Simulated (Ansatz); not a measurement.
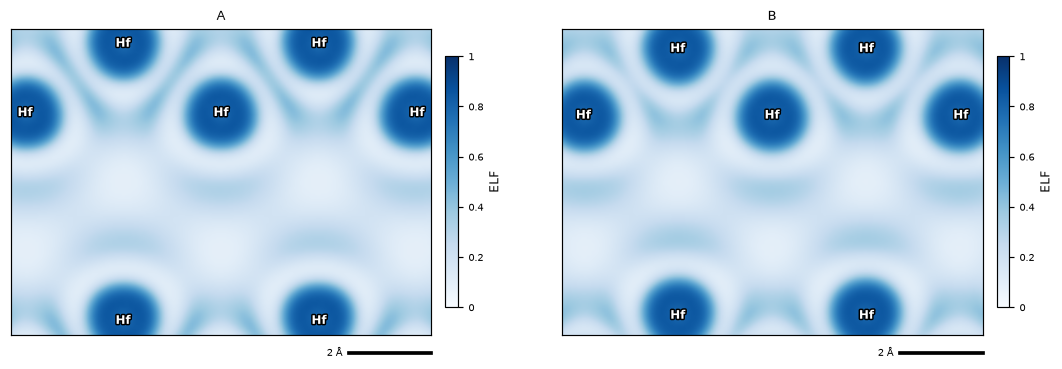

Hf. The ELF of two cells that differ in size, on the (11̄0) plane of each (indices in the axes of the calculation cell), at one length scale and on one colour scale: A has 37.9 Å³ an atom and B 33.9.

Theory: DFT, r2SCAN, plane waves (500 eV) with PAW, scalar-relativistic in Ansatz.

In a PAW calculation such maps are meaningful between the atoms, not at the nuclei.

The larger cell:

```
CELL_PARAMETERS angstrom
0.00000 3.35941 3.35941
3.35941 0.00000 3.35941
3.35941 3.35941 0.00000
ATOMIC_POSITIONS crystal
Hf 0.12500 0.12500 0.12500
Hf 0.87500 0.87500 0.87500
```

The smaller cell: a = 4.575 Å, b = 4.575 Å, c = 4.575 Å, α = 60.00°, β = 60.00°, γ = 60.00°.

**What does the compression do to the bonding and the properties?**

From the larger cell to the smaller, Hf–Hf goes from 2.91 to 2.80 Å, and the density at its midpoint from 0.28 to 0.3 e/Å³, the ELF there from 0.35 to 0.25.
